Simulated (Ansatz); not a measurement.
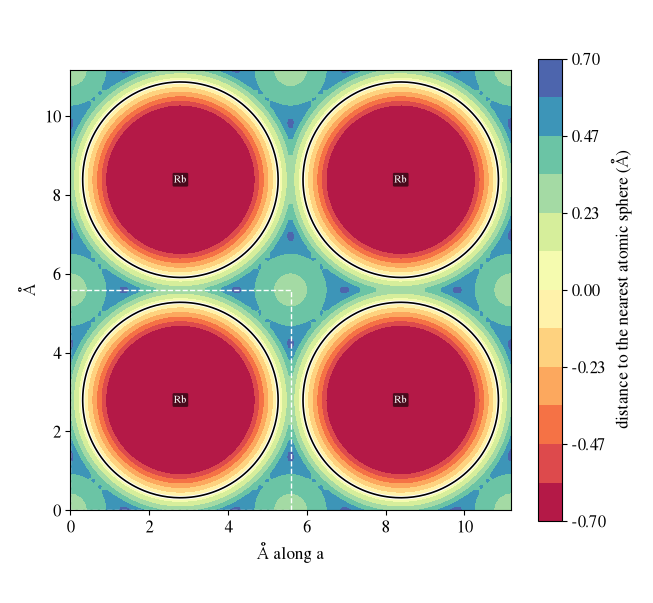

Map of the distance to the nearest atomic sphere in Rb (Im-3m), computed on the section z = 0.500 (parallel to a and b; the dashed line is one cell). The black line marks the spheres' surfaces; positive values are empty space; unlabelled circles belong to atoms above or below the section.

The atoms' radii are metallic radii: Rb 2.48 Å.

Origin of the cell: the input geometry of an electronic-structure calculation (not necessarily at equilibrium).

```
CELL_PARAMETERS angstrom
5.59000 0.00000 0.00000
0.00000 5.59000 0.00000
0.00000 0.00000 5.59000
ATOMIC_POSITIONS crystal
Rb 0.00000 0.00000 0.00000
Rb 0.50000 0.50000 0.50000
```

Question: Where is the largest hole in this section, and how large is it?

Answer: At 0.000, 0.250, 0.500 (fractional), where the distance reaches 0.64 Å; it is enclosed by 4 Rb in a tetrahedral arrangement. It is the largest hole of the crystal.

Question: How much of the crystal lies outside the spheres?

Answer: About 27 % of the cell's volume, and 39 % of this section's area.

Question: What can pass through?

Answer: The largest sphere that fits anywhere has a diameter of 1.29 Å; the largest that can travel through the crystal, about 1.0 Å.
